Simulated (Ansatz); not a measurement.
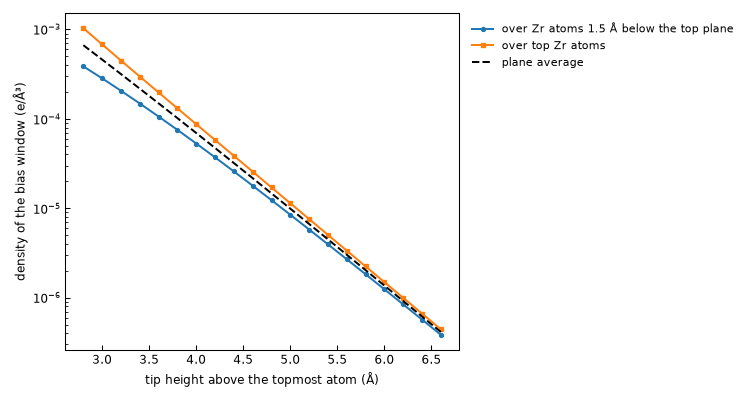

Approach curves over Zr(110) (Fm-3m bulk, 7 atomic planes (those closer than 0.6 Å count as one), 9 Å) at a sample bias of +0.25 V.

Tersoff–Hamann simulation (s-wave tip); biases are sample biases. Bias windows are sharp sums over the levels of the k mesh.

Method: Ansatz 0.2.0, DFT PBE, scalar-relativistic, plane waves, PAW. Cutoff 420 eV, 18 × 13 k-points, Gaussian smearing 0.1 eV, dipole correction. The slab is a cut without reconstruction beyond its cell, at the source's lattice constants, with its lower half held fixed and the rest relaxed. This isn't the element's usual hcp form. No spin polarisation. The run warns that the functional's potential is rough in the thin density of the vacuum, where the tip is; weak contrasts and barriers may feel it.

```cif
data_structure
_symmetry_space_group_name_H-M 'P 1'
_symmetry_Int_Tables_number 1
_cell_length_a 3.1891
_cell_length_b 4.5100
_cell_length_c 27.5672
_cell_angle_alpha 90.000
_cell_angle_beta 90.000
_cell_angle_gamma 90.000
_cell_volume 396.49
loop_
_atom_site_label
_atom_site_type_symbol
_atom_site_fract_x
_atom_site_fract_y
_atom_site_fract_z
_atom_site_occupancy
Zr1 Zr 0.50000 0.50000 0.32648 1
Zr2 Zr 0.00000 0.00000 0.38432 1
Zr3 Zr 0.50000 0.50000 0.44216 1
Zr4 Zr 0.00000 0.00000 0.49976 1
Zr5 Zr 0.50000 0.50000 0.55724 1
Zr6 Zr 0.00000 0.00000 0.61642 1
Zr7 Zr 0.50000 0.50000 0.66903 1
```

The last single point, restarted from the relaxation's density, took 5.7 min on 1 thread of Arm Neoverse V2 (shared host), peak memory 1.5 GiB.

How fast does the current decay, and what apparent barrier height does that imply?

Answer. Near 4 Å the plane average falls as exp(−1.92 z/Å), a factor of 6.8 per ångström, which gives an apparent barrier of 3.5 eV (0.952 eV Å² times the slope squared). The vacuum level lies 3.24 eV above zero bias. The upper edge of the window lies 2.99 eV under it. The apparent barrier is above 2.99 eV. The value exceeds even the 3.24 eV between the vacuum level and the deepest states of the window, so their depth alone doesn't explain it. States away from the zone centre decay faster, since their momentum along the surface adds to the barrier, and that may account for the rest.
